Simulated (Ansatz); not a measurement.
Here is a crystal structure:

```cif
data_structure
_symmetry_space_group_name_H-M 'P 1'
_symmetry_Int_Tables_number 1
_cell_length_a 5.1182
_cell_length_b 5.1182
_cell_length_c 5.1182
_cell_angle_alpha 90.000
_cell_angle_beta 90.000
_cell_angle_gamma 90.000
_cell_volume 134.08
loop_
_atom_site_label
_atom_site_type_symbol
_atom_site_fract_x
_atom_site_fract_y
_atom_site_fract_z
_atom_site_occupancy
Sn1 Sn 0.00000 0.00000 0.00000 1
O1 O 0.50000 0.00000 0.00000 1
Sn2 Sn 0.00000 0.50000 0.50000 1
O2 O 0.50000 0.50000 0.50000 1
Sn3 Sn 0.50000 0.00000 0.50000 1
O3 O 0.00000 0.00000 0.50000 1
Sn4 Sn 0.50000 0.50000 0.00000 1
O4 O 0.00000 0.50000 0.00000 1
```

Describe what this structure looks like.

Answer. The solid is SnO. Space group Fm-3m (No. 225), lattice face-centred cubic. The prototype is rock salt (NaCl type). It has 8 atoms to the cell (4 Sn, 4 O). Each Sn atom is coordinated by six O in an octahedral arrangement at 2.56 Å. Each O has six Sn in an octahedral arrangement at 2.56 Å. The bonds build a three-dimensional framework.

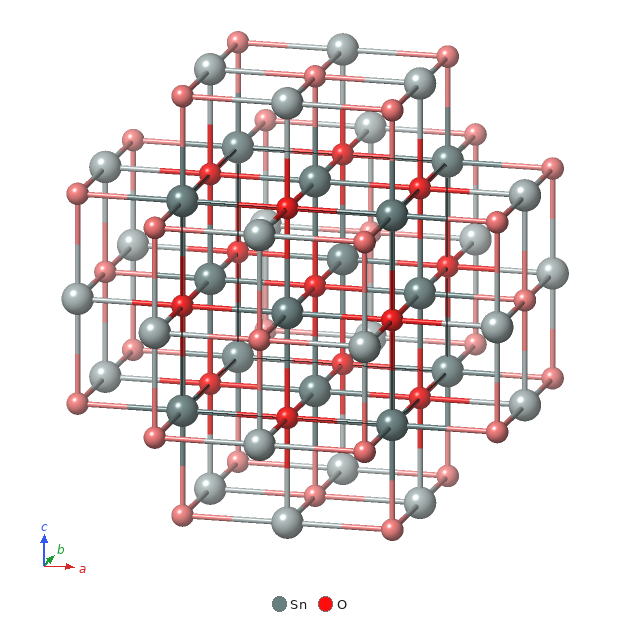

The image is a ball-and-stick drawing of a crystal, viewed slightly off an axis. The conventional unit cell is drawn as a box. Atoms of adjacent cells appear where they bond to atoms in the box, in fainter colours.

Provenance: a structure listed in the Materials Project, with elements exchanged, so it need not be a known form of the compound. It is drawn as it came out of a relaxation with Ansatz 0.2.0, DFT PBE, scalar-relativistic, plane waves, PAW.
